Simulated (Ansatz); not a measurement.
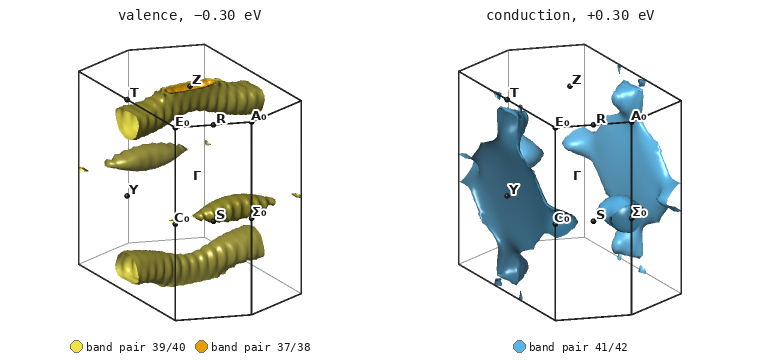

PbS (Cmcm): constant-energy surfaces at both band edges (energies from each edge).

Computed with DFT LDA, spin-orbit coupling, plane waves, PAW; levels and slopes on a dense k mesh at the converged density (Ansatz). Non-magnetic. With an inversion centre and no moment every band is doubly degenerate; a pair is shown and named once. The levels come from a k mesh of 14×14×12 points. The geometry was not relaxed (residual pressure −4 GPa). The cell comes from a database of computed structures, not from a measurement.

Masses come from a second pass at points close to the extrema; at the energies drawn a band may no longer be parabolic.

### Is the gap direct or indirect, and how large does the calculation make it?

The gap is direct, 0.69 eV at this level of theory (semilocal functionals give gaps that are too small, and can reorder valleys that lie close).

### Give the valleys and their effective masses.

Valence band (extrema up to 0.30 eV from the edge): two equivalent maxima on the T–Y line, principal masses 0.11, 0.14 and 1.23 mₑ; two equivalent maxima on the Σ₀–Γ line, 0.10 eV below the edge. Band pair 39/40 forms the valence edge; band pair 37/38 begins 0.18 eV lower (at Z). The surfaces also take in Z, where this band lies 0.18 eV below its edge, so they needn't be separate pockets.
Conduction band (extrema up to 0.30 eV from the edge): two equivalent minima on the T–Y line, principal masses 0.12, 0.13 and 0.30 mₑ; two equivalent minima on the Σ₀–Γ line, 0.07 eV above the edge, principal masses 0.14, 0.14 and 0.29 mₑ; two equivalent minima on the Y–C₀ line, 0.10 eV above the edge, principal masses 0.098, 1.95 and 2.07 mₑ; two equivalent minima at Σ₀, 0.13 eV above the edge. Band pair 41/42 forms the conduction edge. The surfaces also take in Y, where this band lies 0.12 eV above its edge, so they needn't be separate pockets. Another band lies within 0.06 eV there, so the masses may hold only close to the extrema.

Where one band's surface lies inside another's, the outer one hides all or part of it.

The mesh is coarse (steps of 0.12 Å⁻¹).
